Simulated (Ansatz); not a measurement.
Si23H4O48 (cell with a defect)

Si23H4O48 (cell with a defect), 75 atoms, a = 9.83 Å, b = 9.83 Å, c = 10.82 Å, α = 90.00°, β = 90.00°, γ = 120.00°.

Method: DFT PBE+D3(BJ), scalar-relativistic, plane waves, PAW (Ansatz 0.2.0).

Core electrons are frozen (PAW), and the valence fields are smoothed inside the atomic spheres.

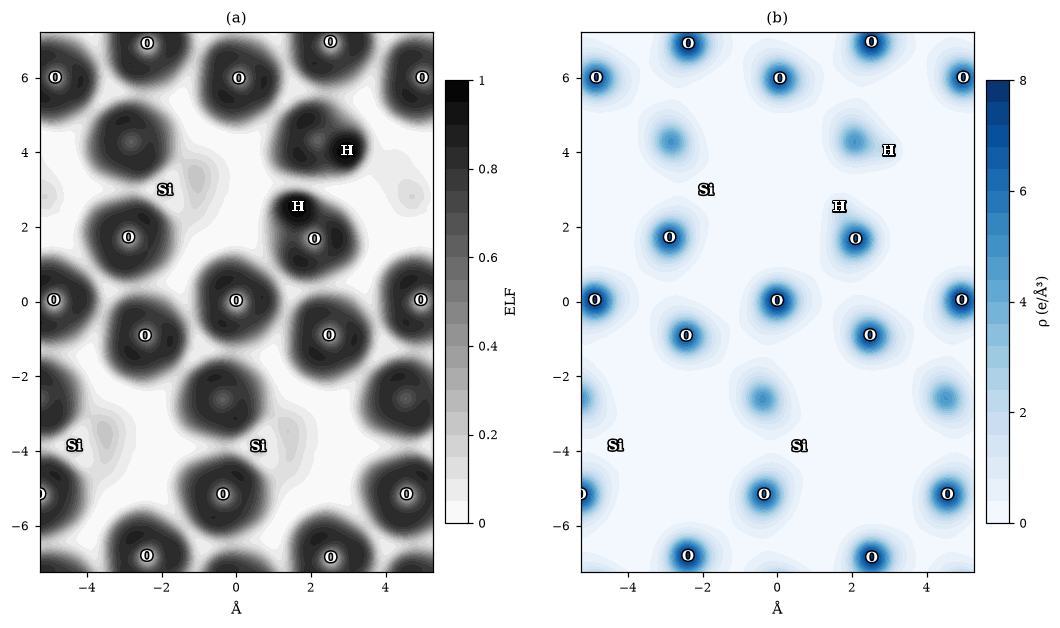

Figure 1. (a) electron localisation function; (b) valence charge density (pseudo) on the (011) plane of the calculation cell.

### What does the map show?

The section cuts through Si, O and H sites. Atoms just off the plane (Si, 0.3 Å away and O, 0.4 Å away) can leave unmarked features too. O–H (0.99 Å): ρ is about 3.7 e/Å³ halfway; the ELF climbs to about 0.95 towards the hydrogen, as it does in any bond to H; a covalent bond by its length. Si–O (1.63 Å): the density is about 1.2 e/Å³ at the midpoint; the ELF peaks at about 0.85 between the atoms; a polar covalent bond. Between the atoms the lowest density in this plane is 0.01 e/Å³. The ELF also peaks beside O, away from the bonds: lone-pair regions.

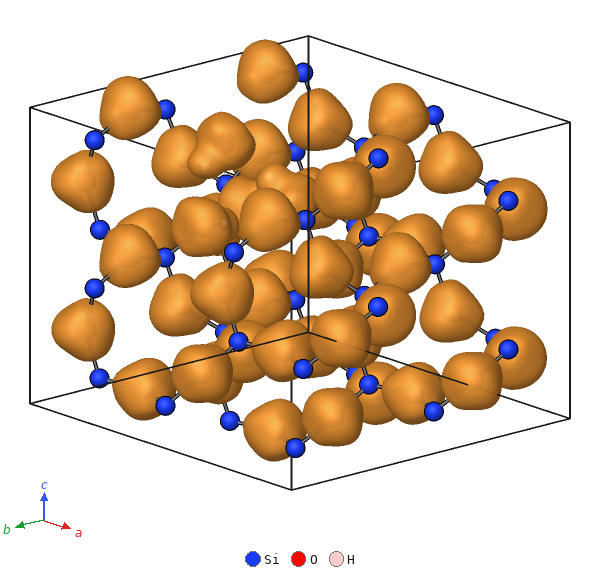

Figure 2. Isosurface of the electron localisation function at 0.65 (orange), seen at an oblique angle. Only the valence region is drawn (cores and ρ < 0.01 e/Å³ removed). Sticks mark near contacts.

### Where are the electrons localised?

At this value the surface marks out 44 regions on O in which the atom's valence shell and bonds are merged and four joined regions spread over several atoms (H, O, Si), in which their bonds and any lone pairs are merged, counted in one cell of 75 atoms. Any copies at cell faces, edges or corners count once. Along the contacts the grid gives the following. O–H (0.97 Å): the ELF climbs to about 1 towards the hydrogen: a covalent bond by its length. Si–O (1.62 Å): the ELF peaks at about 0.85 between the atoms, as expected for a polar covalent bond.

### Does the calculation make it a metal, or give it a gap?

It is gapped, with a Kohn–Sham gap of 5.7 eV at the Γ point, the only k-point used.
